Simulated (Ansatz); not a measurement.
Single-point calculation of Rh

System: Rh (2 atoms in the cell).
Method: DFT PBEsol, scalar-relativistic, plane waves, PAW, no spin polarisation (Ansatz 0.2.0).

The structure derives from a Materials Project entry. It belongs to a series of runs on one base structure; here: atom 1 (Rh) moved by (+0.000, -0.300) A along y and z. Figures and captions count atoms from 1; the log counts them from 0 in places.

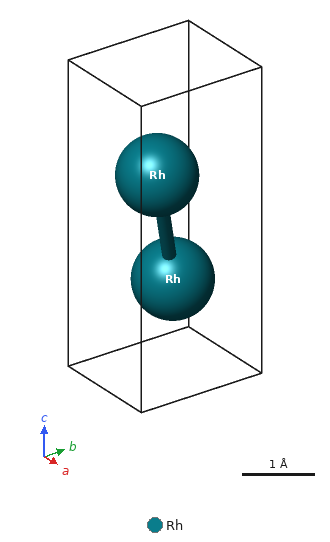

*The input geometry (ball-and-stick view of the cell of the calculation, seen slightly off an axis). An atom can appear more than once, as a periodic image.*

**The input**
```yaml
crystal:
  lattice:
    - [2.7309790422, 0.0, 0.0]
    - [-1.3654895211, 2.3650972278, 0.0]
    - [0.0, 0.0, 4.428489]
  atoms:
    - { symbol: Rh, position: [0.6666666667, 0.3333333333, 0.6822568036] }
    - { symbol: Rh, position: [0.3333333333, 0.6666666667, 0.25] }
basis:
  ecutwfc: 420
kpoints:
  mp_grid: { grid: [18, 18, 12] }
hamiltonian:
  xc: pbesol
scf:
  occupations: { method: gaussian, width: 0.15 }
output:
  forces: true
  stress: true
  eigenvalues: true
  write_density: true
  write_potential: true
  elf: true
  volumetric_format: npy
```

Run on 1 thread of Intel Xeon @ 2.70GHz, 189 GiB of memory available, shared host.

Launch command:
```bash
ansatz run input.yaml --threads 1 --pin off --max-ram 2560MiB --backend cpu --events-out ev --progress --plain --runs-dir out
```

**The program's output**
```
Engine: ansatz 0.2.0, x86_64-unknown-linux-gnu
Pseudopotentials: kind: paw
Pseudopotential: Rh, paw, valence charge 17, recommended cutoff 420 eV (normal), Rh.paw.azcp
Functional definition: PBEsol
  exchange = pbesol_x
  correlation = pbesol_c
Crystal: 2 atoms, lattice volume = 28.604 Å³
Basis set: ecut = 420 eV, 573 PW (Γ), exchange–correlation on 40×40×60 points (8 copies of the dense FFT grid, shifted against one another)
Bands: 21, of which v1, the nominal top of the filled ones, is band 17 counted from 1 (16 counted from 0)
Symmetry: 12 space group operations
Space group: P-3m1 (ITA 164), of the structure as read, at distance tolerance 3.1e-5 Å
k-points: 394 of 3888
Non-local potential: Rh, projectors of the file, l = 0: 3, l = 1: 2, l = 2: 2, l = 3: 1
PAW form: soft (Blöchl's): semilocal exchange-correlation on the pseudo side does not see the compensation charge
PAW frozen core: Rh, regenerated for the run's functional, and the local potential with it (the file was generated under x = pbe(κ = 0.804, μ = 0.2195149727645171), c = pbe(β = 0.06672455060314922))
PAW one-centre angular grid: Rh, 590 points (default); XC on 64 Gauss nodes
Initial density: superposition of atomic densities (neutral atoms: chi_scale 0, normalization atom), corrected by the library's trained network
Initial wavefunctions: pseudopotential atomic-orbital guess
Functional: x = pbesol(κ = 0.804, μ = 0.12345679012345678), c = pbesol(β = 0.046)
SCF iter   1: F=—  HF=-12676.964351 eV  |F-HF|=—  |Δ(HF+E_count)|=         —  Δρ=1.25e-2  dr2=3.43e-2  ethr=1.77e-3  ⟨swp⟩=4.8  Hψ=31762  notcnv=0
preconditioner: auto → none  [metal: Δε(μ)=0.014 eV  Ē_g=7.323 eV  σ=0.150 eV  W_gap=0.05  n_scr=8 (ndim 8)  ℏωp=29.5 eV  f_vac=0.000  D(μ)=3.02/eV (n_scr^D=36)  sad-step TF]
SCF iter   2: F=—  HF=-12676.960103 eV  |F-HF|=—  |Δ(HF+E_count)|=   4.25e-3  Δρ=6.65e-3  dr2=1.02e-2  ethr=1.01e-4  ⟨swp⟩=1.1  Hψ=11862  notcnv=0
SCF iter   3: F=—  HF=-12676.957546 eV  |F-HF|=—  |Δ(HF+E_count)|=   2.56e-3  Δρ=6.82e-4  dr2=2.13e-4  ethr=2.99e-5  ⟨swp⟩=2.0  Hψ=11636  notcnv=0
SCF iter   4: F=—  HF=-12676.957589 eV  |F-HF|=—  |Δ(HF+E_count)|=   4.32e-5  Δρ=6.28e-4  dr2=2.95e-4  ethr=6.25e-7  ⟨swp⟩=2.9  Hψ=16277  notcnv=0
SCF iter   5: F=—  HF=-12676.957514 eV  |F-HF|=—  |Δ(HF+E_count)|=   7.59e-5  Δρ=6.30e-5  dr2=3.51e-7  ethr=6.25e-7  ⟨swp⟩=2.0  Hψ=11763  notcnv=0
SCF iter   6: F=—  HF=-12676.957526 eV  |F-HF|=—  |Δ(HF+E_count)|=   1.28e-5  Δρ=1.04e-5  dr2=1.75e-8  ethr=2.94e-10  ⟨swp⟩=9.7  Hψ=60268  notcnv=0
SCF iter   7: F=-12676.957526 eV  HF=-12676.957526 eV  |F-HF|=1.34e-9  |Δ(HF+E_count)|=   1.16e-9  Δρ=1.76e-6  dr2=1.60e-9  ethr=5.14e-11  ⟨swp⟩=5.4  Hψ=48457  notcnv=0
SCF 1 converged in 7 iterations: F = -12676.957526 eV  dr2 = 1.60e-9
  greatest PAW one-centre occupation: 1.000 electrons in one spin orbital (limit 2), on the Rh atom at site 1 (counted from 0), in its partial waves of l = 0
SCF converged after 7 iterations
Free energy (F): -12676.957526 eV
Harris-Foulkes:  -12676.957526 eV  (|F-HF|=1.34e-9)
Internal energy: -12676.922941 eV  (E = F + TS)
E sigma→0 (E₀):  -12676.940233 eV
Entropy (-TS):   -0.034586 eV (-17.293 meV/atom)
Fermi energy:    21.316952 eV
--- Per-component energies (eV) ---
  E_band       = -209.938404
  E_kinetic    = 1146.514218
  E_local      = -3372.003094  (includes V_loc(G=0)·N_el)
  E_nonlocal   = 713.702680
  E_hartree    = 1200.510047
  E_xc         = -440.789833
  E_vxc        = -555.347660  (∫ρ·V_xc dr)
  E_paw        = -7048.033358  (= ΣΔE_a)
  E_vpaw       = -543.828010  (= ΣTr[D̂ρ^β])
  E_aug_tail   = 0.001681  (compensation charges beyond the density's cutoff)
  E_ewald      = -4877.377679
  E_core_change = 0.552399  (= ΣΔE_core)
  E_smearing   = -0.034586  (= −TS)
  E_closure    = -0.000000  (closes the sum)
  Σ components = -12676.957526   (vs F -12676.957526, Δ=0.00e0)
--- Forces (eV/Å), atoms counted from 1 ---
  atom   1  Rh    -0.00000000     0.00000000     2.86753949
  atom   2  Rh     0.00000000    -0.00000000    -2.86753949
  max |Σ_I F_I| component: 4.44e-16 eV/Å
--- Stress (GPa, compression-positive) ---
       -3.718725       0.000000       0.000000
        0.000000      -3.718725      -0.000000
        0.000000      -0.000000       3.524263
  P = ⅓ Tr σ = -1.3044 GPa (-13.044 kbar)
--- Band table (eV; the first three rows and the last of 394) ---
  k-point 0: bands = ["-57.6219", "-57.4517", "-25.9327", "-25.2436", "-25.2436", "-25.0876", "-25.0769", "-25.0769", "13.3980", "14.9996", "18.0622", "18.0622", "18.1950", "18.1950", "18.3910", "19.7808", "19.7808", "21.5785", "21.5785", "22.3042", "28.5492"]
  k-point 1: bands = ["-57.6210", "-57.4527", "-25.9252", "-25.2428", "-25.2428", "-25.0958", "-25.0777", "-25.0777", "13.4638", "15.0143", "18.0222", "18.0222", "18.2095", "18.2095", "18.3600", "19.8170", "19.8170", "21.5772", "21.5772", "22.0125", "28.9172"]
  k-point 2: bands = ["-57.6185", "-57.4552", "-25.9038", "-25.2405", "-25.2405", "-25.1189", "-25.0801", "-25.0801", "13.6564", "15.0547", "17.9534", "17.9534", "18.2071", "18.2071", "18.2685", "19.9229", "19.9229", "21.3138", "21.5684", "21.5684", "29.8412"]
  k-point 393: bands = ["-57.4670", "-57.4670", "-25.7505", "-25.7505", "-25.6279", "-25.3680", "-25.1889", "-25.1889", "16.1811", "16.4719", "16.4719", "17.9028", "18.2106", "18.2106", "18.5705", "20.3115", "21.3658", "21.3658", "28.5207", "28.5207", "30.2312"]
```

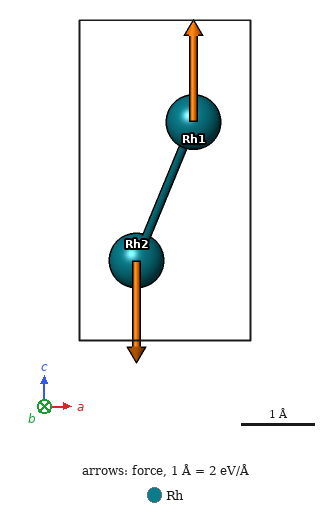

*Forces on the atoms as orange arrows (ball-and-stick view of the cell of the calculation, along the b axis; atoms are numbered from 1 in the order of the input).*

The largest act on Rh1, Rh2 (2.87 eV/Å). The geometry is not a stationary point of this energy.

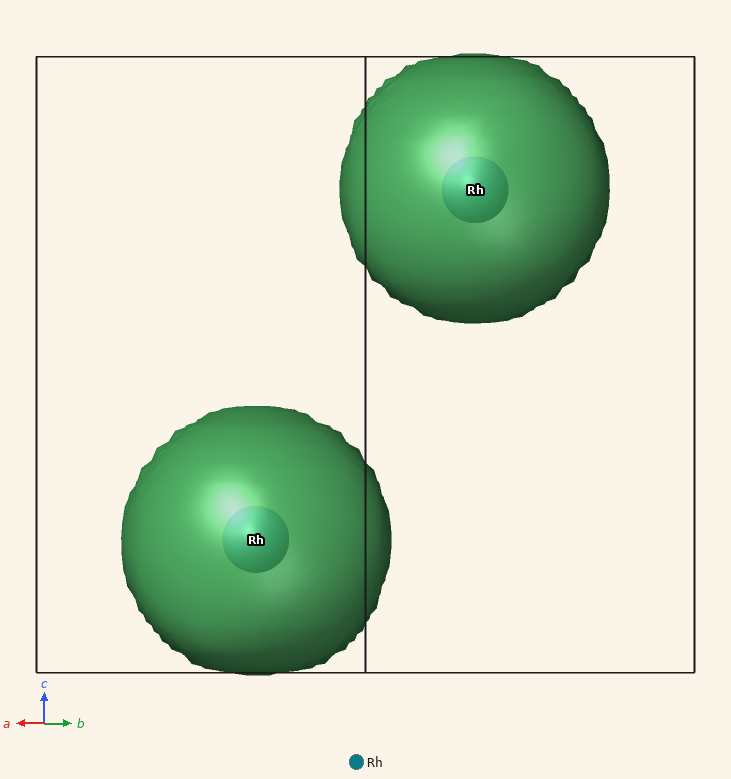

*Isosurface of the valence electron density at 0.8 e/Å³ (green), seen along [110]. Sticks mark near contacts. The outline is the cell set on symmetry axes.*

At this value the density breaks into separate islands; it holds about 80 % of the electrons treated as valence (semicore included). It is pinched off along the Rh–Rh (2.48 Å) and Rh–Rh (2.73 Å) contacts. On the grid the lowest density along these lines, outside the cores, is 0.55 e/Å³ (Rh–Rh, 2.48 Å) and 0.35 e/Å³ (Rh–Rh, 2.73 Å). The fields are those of the smooth PAW valence density.

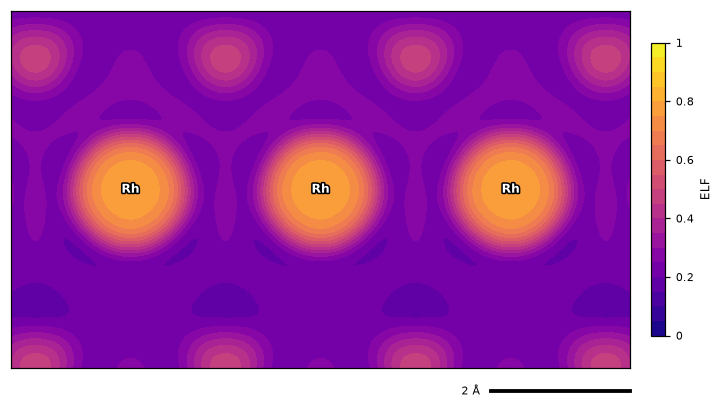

*ELF on the (100) plane of the conventional cell.*

Rh–Rh (2.73 Å): the ELF is about 0.25 at the midpoint; no localised pair between them. The strong features right at Rh lie inside the PAW spheres (semicore, d or f shells) and say nothing about bonding.

**Summary**

```tsv
quantity	value
outcome	converged
space group (tolerance 0.01 Å)	P-3m1 (164)
electrons treated	34
free energy	−12676.9575 eV
Fermi energy	21.317 eV
gap on the k-point mesh	none (metallic)
pressure	−1.30 GPa
largest force (length of the vector)	2.868 eV/Å
wall time	16 s
peak memory	0.46 GiB
```
